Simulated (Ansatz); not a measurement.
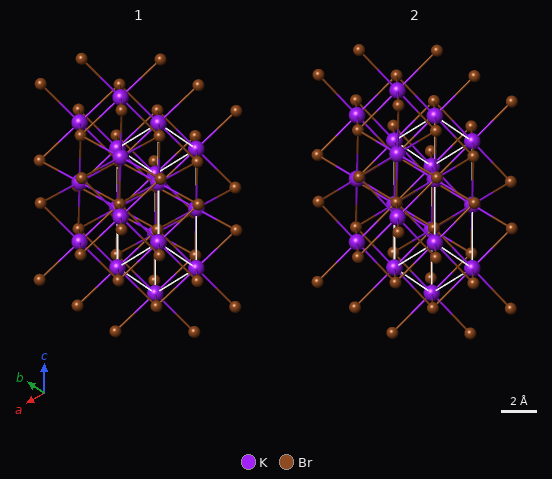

Two geometries of a crystal of KBr (built on the NiAs type), drawn at one scale. One is the start of a relaxation, the other its converged end. A ball-and-stick model of the cell of the calculation, repeated 1 × 2 × 1 with one cell outlined, seen from a free direction.

Level of theory: DFT, PBEsol, plane waves, PAW in Ansatz. (plane-wave cutoff 420 eV; k-point mesh 6 × 6 × 4; occupations fermi dirac; smearing width 0.03 eV; no spin polarisation; cell and atoms relaxed; force threshold 0.01 eV/Å; at most 120 steps)

Question: Which of the two is the end point?

Answer: Structure 2 is the relaxed one. The energy falls by 10.6 meV per atom in 2 accepted moves (3 points after the start). All forces vanish by symmetry, so only the cell relaxes. The pressure goes from 0.68 to −0.01 GPa. The SCF was repeated once at an unchanged geometry on a basis and grid sized afresh for the cell, which shifted the energy by 0.1 meV per atom at most. No atom moves by more than 0.005 Å relative to the cell. The volume changes by +3.8 %, with a = b 4.583 → 4.527 Å (−1.2 %), c 7.470 → 7.945 Å (+6.4 %). Some distances before and after: Br–K 3.238 → 3.283 Å. Bond angles that change, for instance: K–Br–K 70.4° → 74.5°, K–Br–K 90.1° → 87.2°, Br–K–Br 89.9° → 92.8°. The space group stays P6_3/mmc (No. 194).
